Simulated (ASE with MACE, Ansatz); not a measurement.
# A vacancy of Ru at several sites of (20-21) twin boundary in hcp Co with 12 % Ru, 5 of 10 solute atoms at the boundaries (80 atoms)

At which site of (20-21) twin boundary in hcp Co with 12 % Ru, 5 of 10 solute atoms at the boundaries (80 atoms) does a vacancy of Ru cost least, and what about the site decides it?

Calculated with Ansatz 0.2.0; Kohn-Sham DFT, PBE, PAW (set soft_2), plane waves.

### 1. The structure

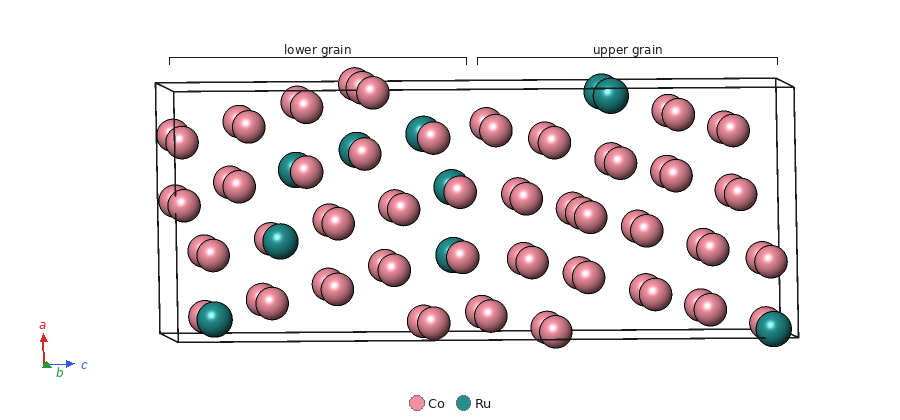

The starting structure, seen from the side, with the c axis across the page (cobalt pink, ruthenium teal). Some periodic images of atoms are drawn too.

The cell holds 80 atoms: 70 Co and 10 Ru. Its edges and angles: a = 8.520 Å, b = 5.030 Å, c = 21.159 Å, α = 90.0°, β = 90.0°, γ = 98.5°. It derives from Co and Ru. Two grains of Co, mirror images, two boundaries a cell, the joint chosen and relaxed with the MACE-MP-0b2 potential; the cell scaled by Vegard's rule for 10 Ru among 80 atoms, 5 of them put at random on the 26 sites nearest the other grain and the rest on the 26 sites farthest from it; atoms relaxed with that potential at fixed cell. Lattice constants are starting values near those of PBE. Regions: lower grain, 40 atoms (33 Co and 7 Ru); upper grain, 40 atoms (37 Co and 3 Ru).

Limits known from the start: The cell is under 6 Å thick along one periodic direction, so every atom has periodic images of itself close by, which move with it and show among its neighbours and in g(r).

### 2. Single point at the start

A single point comes first, to see the forces before anything moves.

input.yaml

```yaml
crystal:
  lattice:
    - [8.52022, 0.0, 0.0]
    - [-0.74232, 4.97472, 0.0]
    - [0.0, 0.0, 21.15943]
  atoms:
    - { symbol: Co, position: [0.54273, 0.42929, 0.00171], spin: 1.7 }
    - { symbol: Co, position: [0.79831, 0.24259, 0.00558], spin: 1.7 }
    - { symbol: Co, position: [0.07444, 0.24989, 0.05152], spin: 1.7 }
    - { symbol: Co, position: [0.32996, 0.07624, 0.05728], spin: 1.7 }
    - { symbol: Co, position: [0.60733, 0.17442, 0.09766], spin: 1.7 }
    - { symbol: Co, position: [0.86011, 0.47731, 0.10593], spin: 1.7 }
    - { symbol: Co, position: [0.13341, 0.02634, 0.15134], spin: 1.7 }
    - { symbol: Co, position: [0.38647, 0.34243, 0.15711], spin: 1.7 }
    - { symbol: Ru, position: [0.66351, 0.42438, 0.19762] }
    - { symbol: Co, position: [0.92605, 0.23637, 0.20696], spin: 1.7 }
    - { symbol: Co, position: [0.20147, 0.29507, 0.25024], spin: 1.7 }
    - { symbol: Co, position: [0.45052, 0.1064, 0.25888], spin: 1.7 }
    - { symbol: Ru, position: [0.73309, 0.18875, 0.30285] }
    - { symbol: Co, position: [0.99225, 0.51014, 0.3043], spin: 1.7 }
    - { symbol: Co, position: [0.26634, 0.05986, 0.34849], spin: 1.7 }
    - { symbol: Co, position: [0.51496, 0.37213, 0.35723], spin: 1.7 }
    - { symbol: Ru, position: [0.80557, 0.47568, 0.4025] }
    - { symbol: Co, position: [0.05086, 0.28378, 0.40279], spin: 1.7 }
    - { symbol: Ru, position: [0.31531, 0.30698, 0.45211] }
    - { symbol: Ru, position: [0.57883, 0.11006, 0.45681] }
    - { symbol: Co, position: [0.03903, 0.42146, 0.95048], spin: 1.7 }
    - { symbol: Co, position: [0.2926, 0.23939, 0.95191], spin: 1.7 }
    - { symbol: Co, position: [0.56259, 0.23937, 0.90399], spin: 1.7 }
    - { symbol: Co, position: [0.80802, 0.06301, 0.8988], spin: 1.7 }
    - { symbol: Co, position: [0.10331, 0.17069, 0.85344], spin: 1.7 }
    - { symbol: Co, position: [0.35524, 0.47072, 0.85021], spin: 1.7 }
    - { symbol: Co, position: [0.63154, 0.02052, 0.80702], spin: 1.7 }
    - { symbol: Co, position: [0.88605, 0.33791, 0.80173], spin: 1.7 }
    - { symbol: Co, position: [0.17467, 0.42889, 0.75765], spin: 1.7 }
    - { symbol: Co, position: [0.4217, 0.23636, 0.75198], spin: 1.7 }
    - { symbol: Co, position: [0.69322, 0.29061, 0.70949], spin: 1.7 }
    - { symbol: Ru, position: [0.9555, 0.10593, 0.70159] }
    - { symbol: Co, position: [0.23573, 0.19097, 0.65805], spin: 1.7 }
    - { symbol: Co, position: [0.48584, 0.5089, 0.65416], spin: 1.7 }
    - { symbol: Co, position: [0.76925, 0.05271, 0.61024], spin: 1.7 }
    - { symbol: Co, position: [0.02522, 0.35371, 0.59991], spin: 1.7 }
    - { symbol: Co, position: [0.30463, 0.47365, 0.5603], spin: 1.7 }
    - { symbol: Co, position: [0.55629, 0.29234, 0.55817], spin: 1.7 }
    - { symbol: Co, position: [0.83628, 0.27325, 0.50993], spin: 1.7 }
    - { symbol: Co, position: [0.08054, 0.08173, 0.5028], spin: 1.7 }
    - { symbol: Co, position: [0.54242, 0.93172, 0.00129], spin: 1.7 }
    - { symbol: Co, position: [0.78721, 0.73816, 0.00546], spin: 1.7 }
    - { symbol: Ru, position: [0.08068, 0.74647, 0.05258] }
    - { symbol: Co, position: [0.32971, 0.5656, 0.05731], spin: 1.7 }
    - { symbol: Co, position: [0.60716, 0.67576, 0.0981], spin: 1.7 }
    - { symbol: Co, position: [0.85639, 0.97635, 0.10654], spin: 1.7 }
    - { symbol: Co, position: [0.13475, 0.51627, 0.15244], spin: 1.7 }
    - { symbol: Ru, position: [0.39409, 0.8467, 0.1581] }
    - { symbol: Co, position: [0.67259, 0.92358, 0.20009], spin: 1.7 }
    - { symbol: Co, position: [0.92418, 0.7362, 0.2072], spin: 1.7 }
    - { symbol: Co, position: [0.19908, 0.79657, 0.24991], spin: 1.7 }
    - { symbol: Co, position: [0.45417, 0.60659, 0.25864], spin: 1.7 }
    - { symbol: Co, position: [0.73484, 0.6985, 0.30079], spin: 1.7 }
    - { symbol: Co, position: [0.98957, 0.00665, 0.30677], spin: 1.7 }
    - { symbol: Co, position: [0.26532, 0.56412, 0.34887], spin: 1.7 }
    - { symbol: Co, position: [0.51839, 0.86487, 0.35696], spin: 1.7 }
    - { symbol: Co, position: [0.80574, 0.95688, 0.4048], spin: 1.7 }
    - { symbol: Co, position: [0.06112, 0.78896, 0.40449], spin: 1.7 }
    - { symbol: Co, position: [0.32339, 0.79844, 0.45287], spin: 1.7 }
    - { symbol: Co, position: [0.57681, 0.61736, 0.45579], spin: 1.7 }
    - { symbol: Ru, position: [0.03264, 0.92642, 0.94825] }
    - { symbol: Co, position: [0.2942, 0.73239, 0.95141], spin: 1.7 }
    - { symbol: Co, position: [0.56393, 0.73723, 0.90425], spin: 1.7 }
    - { symbol: Co, position: [0.8124, 0.55549, 0.89944], spin: 1.7 }
    - { symbol: Co, position: [0.10209, 0.66145, 0.85439], spin: 1.7 }
    - { symbol: Co, position: [0.35336, 0.97026, 0.85111], spin: 1.7 }
    - { symbol: Co, position: [0.63285, 0.52104, 0.80702], spin: 1.7 }
    - { symbol: Co, position: [0.88753, 0.83908, 0.80338], spin: 1.7 }
    - { symbol: Co, position: [0.17411, 0.92843, 0.75865], spin: 1.7 }
    - { symbol: Co, position: [0.42166, 0.73691, 0.75199], spin: 1.7 }
    - { symbol: Co, position: [0.69393, 0.79088, 0.71004], spin: 1.7 }
    - { symbol: Ru, position: [0.95631, 0.60729, 0.70176] }
    - { symbol: Co, position: [0.23557, 0.6933, 0.65812], spin: 1.7 }
    - { symbol: Co, position: [0.48679, 0.00759, 0.65411], spin: 1.7 }
    - { symbol: Co, position: [0.7692, 0.55293, 0.61108], spin: 1.7 }
    - { symbol: Co, position: [0.02555, 0.85335, 0.59897], spin: 1.7 }
    - { symbol: Co, position: [0.30691, 0.97353, 0.55928], spin: 1.7 }
    - { symbol: Co, position: [0.55465, 0.78615, 0.55732], spin: 1.7 }
    - { symbol: Co, position: [0.82733, 0.7742, 0.51065], spin: 1.7 }
    - { symbol: Co, position: [0.0809, 0.58565, 0.50256], spin: 1.7 }
magnetization:
  spin_polarized: true
kpoints:
  mp_grid: { grid: [2, 3, 1] }
hamiltonian:
  xc: pbe
scf:
  occupations: { method: fermi_dirac, width: 0.1 }
  lower_state_search: "off"
output:
  forces: true
```

Launch:

```
$ ansatz run input.yaml --threads 6 --pin off --max-ram 102400MiB --backend cuda --events-out ev --progress --plain --runs-dir out
```

Numbers of over 12 decimals in the logs are rounded to 6 here.

What it wrote:

```text
Engine: ansatz 0.2.0, x86_64-unknown-linux-gnu
Pseudopotentials: kind: paw
Pseudopotential: Co, paw, valence charge 17, recommended cutoff 420 eV (normal), Co.paw.azcp
Pseudopotential: Ru, paw, valence charge 16, recommended cutoff 420 eV (normal), Ru.paw.azcp
Functional definition: PBE
  parameter kappa = 0.804
  parameter beta = 0.066725
  exchange = pbe_x(kappa = kappa, mu = beta*pi^2/3)
  correlation = pbe_c(beta = beta)
concurrent solve slots: 4 of 6 are kept, ahead of what memory takes: no pass of the eigensolver takes more rounds on 4
device memory: the entry about to start is reckoned to put 23.7 GiB on a device that reports 78.6 GiB free
GPU FFT provider: cuFFT
GPU libraries: cuBLAS 13.8.2, cuFFT 12.4.0, cuSOLVER 12.3.4
Crystal: 80 atoms, lattice volume = 896.857 Å³
Basis set: ecut = 420 eV, 17613 PW (Γ), exchange–correlation on 120×72×288 points (8 copies of the dense FFT grid, shifted against one another)
Bands: 882, of which v1, the nominal top of the filled ones, is band 675 counted from 1 (674 counted from 0)
Symmetry: 1 space group operations
Space group: P1 (ITA 1), of the structure as read, at distance tolerance 9.6e-5 Å
Magnetic group: BNS 1.1 (UNI 1), of the structure as read, at distance tolerance 9.6e-5 Å
k-points: 4 of 6 (time reversal used)
Non-local potential: Co, projectors of the file, l = 0: 3, l = 1: 2, l = 2: 3, l = 3: 1
Non-local potential: Ru, projectors of the file, l = 0: 3, l = 1: 2, l = 2: 2, l = 3: 1
PAW form: soft (Blöchl's): semilocal exchange-correlation on the pseudo side does not see the compensation charge
PAW one-centre angular grid: Co, 590 points (default); XC on 64 Gauss nodes
PAW one-centre angular grid: Ru, 590 points (default); XC on 64 Gauss nodes
Initial density: superposition of atomic densities (chi_scale 0.1, normalization cell)
Starting moments: Σ|m| = 119 μB on 70 of 80 sites
Initial wavefunctions: pseudopotential atomic-orbital guess
GPU buffer pool allocated for 311040 grid points (all kernels)
GPU transforms: local potential and band sums: pruned to the plane-wave sphere, on 60×36×144
Functional: x = pbe(κ = 0.804, μ = 0.219515), c = pbe(β = 0.066725)
SCF iter   1: F=—  HF=-417658.217262 eV  |F-HF|=—  |Δ(HF+E_count)|=         —  Δρ=1.15e-1 (↑9.07e-2 ↓1.15e-1)  dr2=9.43e2  dr2_m=1.48e1  M=79.621 μB ∫|m|=86.409 μB  β_m=0.30  ethr=3.10e-3  ⟨swp⟩=4.0  Hψ=20731  notcnv=0  defer=554
preconditioner: auto → Kerker (q_TF=auto, 2.921 Å⁻¹)  [metal: Δε(μ)=0.004 eV  Ē_g=8.026 eV  σ=0.100 eV  W_gap=0.01  n_scr=374 (ndim 8)  ℏωp=33.0 eV  f_vac=0.000  D(μ)=93.48/eV (n_scr^D=1252)]
spin=Collinear: Kerker preconditioning applied to the charge; magnetization (m = ρ↑ − ρ↓) channel mixes plain (no charge-response kernel on spin).
SCF iter   2: F=—  HF=-417614.117984 eV  |F-HF|=—  |Δ(HF+E_count)|=    4.41e1  Δρ=7.03e-2 (↑4.02e-2 ↓7.03e-2)  dr2=5.83e1  dr2_m=3.70e0  M=101.627 μB ∫|m|=105.390 μB  β_m=0.30  ethr=3.10e-3  ⟨swp⟩=2.1  Hψ=13725  notcnv=0  defer=893
SCF iter   3: F=—  HF=-417609.553467 eV  |F-HF|=—  |Δ(HF+E_count)|=    4.56e0  Δρ=5.16e-2 (↑1.84e-2 ↓5.16e-2)  dr2=3.99e1  dr2_m=4.26e0  M=99.349 μB ∫|m|=104.515 μB  β_m=0.30  ethr=3.10e-3  ⟨swp⟩=2.0  Hψ=9723  notcnv=0  defer=867
SCF iter   4: F=—  HF=-417610.220336 eV  |F-HF|=—  |Δ(HF+E_count)|=   6.67e-1  Δρ=5.82e-2 (↑2.97e-2 ↓5.82e-2)  dr2=7.15e1  dr2_m=3.32e0  M=100.296 μB ∫|m|=106.233 μB  β_m=0.30  ethr=2.95e-3  ⟨swp⟩=2.2  Hψ=8551  notcnv=0  defer=849
SCF iter   5: F=—  HF=-417608.811351 eV  |F-HF|=—  |Δ(HF+E_count)|=    1.41e0  Δρ=2.25e-2 (↑1.67e-2 ↓2.25e-2)  dr2=3.47e0  dr2_m=2.49e0  M=103.985 μB ∫|m|=110.148 μB  β_m=0.30  ethr=2.95e-3  ⟨swp⟩=2.1  Hψ=6603  notcnv=0  defer=849
SCF iter   6: F=—  HF=-417609.097271 eV  |F-HF|=—  |Δ(HF+E_count)|=   2.86e-1  Δρ=1.88e-2 (↑1.40e-2 ↓1.88e-2)  dr2=2.44e0  dr2_m=1.71e0  M=104.401 μB ∫|m|=111.232 μB  β_m=0.30  ethr=2.57e-4  ⟨swp⟩=2.0  Hψ=7303  notcnv=0  defer=851
SCF iter   7: F=—  HF=-417609.352719 eV  |F-HF|=—  |Δ(HF+E_count)|=   2.55e-1  Δρ=1.24e-2 (↑1.24e-2 ↓1.03e-2)  dr2=3.09e0  dr2_m=6.41e-1  M=103.032 μB ∫|m|=110.606 μB  β_m=0.30  ethr=1.81e-4  ⟨swp⟩=2.1  Hψ=11821  notcnv=0  defer=851
SCF iter   8: F=—  HF=-417609.372091 eV  |F-HF|=—  |Δ(HF+E_count)|=   1.94e-2  Δρ=1.07e-2 (↑1.07e-2 ↓9.36e-3)  dr2=8.08e-1  dr2_m=7.03e-1  M=104.261 μB ∫|m|=112.103 μB  β_m=0.30  ethr=1.81e-4  ⟨swp⟩=1.0  Hψ=6916  notcnv=0  defer=851
SCF iter   9: F=—  HF=-417609.454506 eV  |F-HF|=—  |Δ(HF+E_count)|=   8.24e-2  Δρ=9.46e-3 (↑9.46e-3 ↓8.18e-3)  dr2=1.78e-1  dr2_m=6.05e-1  M=105.212 μB ∫|m|=113.288 μB  β_m=0.30  ethr=5.99e-5  ⟨swp⟩=1.0  Hψ=6198  notcnv=0  defer=851
SCF iter  10: F=—  HF=-417609.534171 eV  |F-HF|=—  |Δ(HF+E_count)|=   7.97e-2  Δρ=8.10e-3 (↑8.10e-3 ↓7.04e-3)  dr2=1.57e-1  dr2_m=4.49e-1  M=105.755 μB ∫|m|=114.082 μB  β_m=0.30  ethr=1.32e-5  ⟨swp⟩=1.0  Hψ=6198  notcnv=0  defer=851
[...]
spin-set hold released at iteration 11 (site moments contracting): the magnetisation degrees of freedom join the quasi-Newton model from the next iteration; the mixer history was flushed
[...]
SCF iter  29: F=—  HF=-417609.643860 eV  |F-HF|=—  |Δ(HF+E_count)|=   1.33e-6  Δρ=3.86e-5 (↑1.58e-5 ↓3.86e-5)  dr2=2.38e-5  dr2_m=2.60e-6  M=109.386 μB ∫|m|=118.990 μB  β_m=0.41  ethr=4.20e-9  ⟨swp⟩=1.0  Hψ=6198  notcnv=0  defer=858
SCF iter  30: F=—  HF=-417609.643862 eV  |F-HF|=—  |Δ(HF+E_count)|=   1.94e-6  Δρ=6.88e-5 (↑2.83e-5 ↓6.88e-5)  dr2=9.34e-5  dr2_m=4.18e-6  M=109.386 μB ∫|m|=118.991 μB  β_m=0.28  ethr=1.76e-9  ⟨swp⟩=2.1  Hψ=8393  notcnv=0  defer=858  recentre
SCF iter  31: F=—  HF=-417609.643860 eV  |F-HF|=—  |Δ(HF+E_count)|=   2.14e-6  Δρ=3.31e-5 (↑1.51e-5 ↓3.31e-5)  dr2=1.79e-5  dr2_m=1.18e-6  M=109.386 μB ∫|m|=118.991 μB  β_m=0.22  ethr=1.76e-9  ⟨swp⟩=2.0  Hψ=9068  notcnv=0  defer=858
SCF iter  32: F=—  HF=-417609.643860 eV  |F-HF|=—  |Δ(HF+E_count)|=   1.97e-7  Δρ=1.23e-5 (↑6.83e-6 ↓1.23e-5)  dr2=2.14e-6  dr2_m=3.98e-7  M=109.387 μB ∫|m|=118.991 μB  β_m=0.32  ethr=1.33e-9  ⟨swp⟩=1.0  Hψ=6198  notcnv=0  defer=858
SCF iter  33: F=—  HF=-417609.643860 eV  |F-HF|=—  |Δ(HF+E_count)|=   2.08e-7  Δρ=1.04e-5 (↑5.81e-6 ↓1.04e-5)  dr2=1.82e-6  dr2_m=2.43e-7  M=109.389 μB ∫|m|=118.993 μB  β_m=0.42  ethr=1.58e-10  ⟨swp⟩=1.0  Hψ=6198  notcnv=0  defer=858
SCF iter  34: F=—  HF=-417609.643860 eV  |F-HF|=—  |Δ(HF+E_count)|=   1.67e-7  Δρ=1.86e-5 (↑6.70e-6 ↓1.86e-5)  dr2=7.13e-6  dr2_m=4.28e-7  M=109.389 μB ∫|m|=118.993 μB  β_m=0.33  ethr=1.35e-10  ⟨swp⟩=2.8  Hψ=10705  notcnv=0  defer=858  recentre
SCF iter  35: F=—  HF=-417609.643860 eV  |F-HF|=—  |Δ(HF+E_count)|=   1.44e-7  Δρ=7.54e-6 (↑2.77e-6 ↓7.54e-6)  dr2=6.76e-7  dr2_m=1.30e-7  M=109.390 μB ∫|m|=118.994 μB  β_m=0.36  ethr=1.35e-10  ⟨swp⟩=1.0  Hψ=6198  notcnv=0  defer=858
SCF iter  36: F=—  HF=-417609.643860 eV  |F-HF|=—  |Δ(HF+E_count)|=   2.05e-8  Δρ=8.38e-6 (↑3.97e-6 ↓8.38e-6)  dr2=1.13e-6  dr2_m=9.54e-8  M=109.389 μB ∫|m|=118.993 μB  β_m=0.28  ethr=5.01e-11  ⟨swp⟩=2.1  Hψ=7435  notcnv=0  defer=858
SCF iter  37: F=—  HF=-417609.643860 eV  |F-HF|=—  |Δ(HF+E_count)|=   2.01e-8  Δρ=4.06e-6 (↑2.10e-6 ↓4.06e-6)  dr2=2.43e-7  dr2_m=2.86e-8  M=109.389 μB ∫|m|=118.993 μB  β_m=0.23  ethr=5.01e-11  ⟨swp⟩=1.0  Hψ=6198  notcnv=0  defer=858
SCF iter  38: F=-417609.643860 eV  HF=-417609.643860 eV  |F-HF|=7.68e-8  |Δ(HF+E_count)|=   3.03e-9  Δρ=2.09e-6 (↑1.16e-6 ↓2.09e-6)  dr2=8.26e-8  dr2_m=1.45e-8  M=109.389 μB ∫|m|=118.993 μB  ethr=7.41e-12  ⟨swp⟩=1.0  Hψ=13286  notcnv=0
SCF 1 converged in 38 iterations: F = -417609.643860 eV  dr2 = 8.26e-8
  greatest PAW one-centre occupation: 1.001 electrons in one spin orbital (limit 2), on the Co atom at site 1 (counted from 0), in its partial waves of l = 1
SCF converged after 38 iterations
Magnetization: 109.3893 μB (729.6946 up, 620.3054 down)
Absolute magnetization: 119.0196 μB (∫|ρ↑−ρ↓|, with the PAW one-centre terms)
Spin contamination: 2.3685 ħ² per cell (⟨S²⟩ above its minimum at these occupations)
Per-site moments (μB) at R_I (Å): [(1.704899, 0.946438), (1.807136, 0.996049), (1.629384, 0.965937), (1.538994, 0.975908), (1.488266, 0.989557), (1.431958, [...]
Free energy (F): -417609.643860 eV
Harris-Foulkes:  -417609.643860 eV  (|F-HF|=7.68e-8)
Internal energy: -417606.378971 eV  (E = F + TS)
E sigma→0 (E₀):  -417608.011416 eV
Entropy (-TS):   -3.264889 eV (-40.811 meV/atom)
Fermi energy:    19.422268 eV
--- Per-component energies (eV) ---
  E_band       = -17439.982715
  E_kinetic    = 36919.123111
  E_local      = -213881.331980  (includes V_loc(G=0)·N_el)
  E_nonlocal   = 35238.962137
  E_hartree    = 88737.268616
  E_xc         = -13039.798142
  E_vxc        = -16760.800769  (∫ρ·V_xc dr)
  E_paw        = -140676.499251  (= ΣΔE_a)
  E_vpaw       = -36430.505989  (= ΣTr[D̂ρ^β])
  E_aug_tail   = 0.003846  (compensation charges beyond the density's cutoff)
  E_ewald      = -210904.107307
  E_smearing   = -3.264889  (= −TS)
  E_closure    = 0.000000  (closes the sum)
  Σ components = -417609.643860   (vs F -417609.643860, Δ=0.00e0)
--- Forces (eV/Å), atoms counted from 1 ---
  atom   1  Co    -0.04100785     0.03569706     0.14408527
  atom   2  Co    -0.13589271    -0.13565722     0.01254332
  atom   3  Co     0.13522098    -0.10171763     0.20859034
  atom   4  Co    -0.01554906     0.05024876     0.08770225
  atom   5  Co     0.01746685    -0.14598787    -0.02229272
  atom   6  Co    -0.10163630    -0.16985726     0.28509856
  atom   7  Co     0.03452821     0.05808296    -0.02611982
  atom   8  Co    -0.00066258     0.04963777    -0.00234033
  atom   9  Ru     0.37100851    -0.11173712     0.50485369
  atom  10  Co    -0.13236828    -0.12692128     0.02782325
  atom  11  Co     0.04504180     0.03709133    -0.00464013
  atom  12  Co     0.25249387     0.08003264    -0.02695369
  atom  13  Ru    -0.01459715     0.28876379    -0.42983974
  atom  14  Co    -0.07447789     0.05630758     0.20942760
[...]
atom  79  Co     0.02171133     0.06711098     0.01189196
  atom  80  Co     0.03518262    -0.03261042     0.09809519
  max |Σ_I F_I| component: 8.08e-6 eV/Å
```

It took 11 s on 1 × NVIDIA H100 80GB HBM3 with 6 threads of AMD EPYC 7R13 (Zen 3), shared host; peak memory 1.5 GiB; 28 s of CPU time.

That memory is the host's; the program planned 23.7 GiB on the GPU.

The r.m.s. force at the start is 0.16 eV/Å.

(Part 1 of 4 ends here.)

[Logs are printed without paths, hosts, clocks, repeated set-up lines and the standing remarks that a program may print on its own settings, such as how far it seeks lower states.]

[Hosts, paths, dates, database ids (printed as entryN), source tags and the programs' standing remarks are cut or masked in the printed files.]
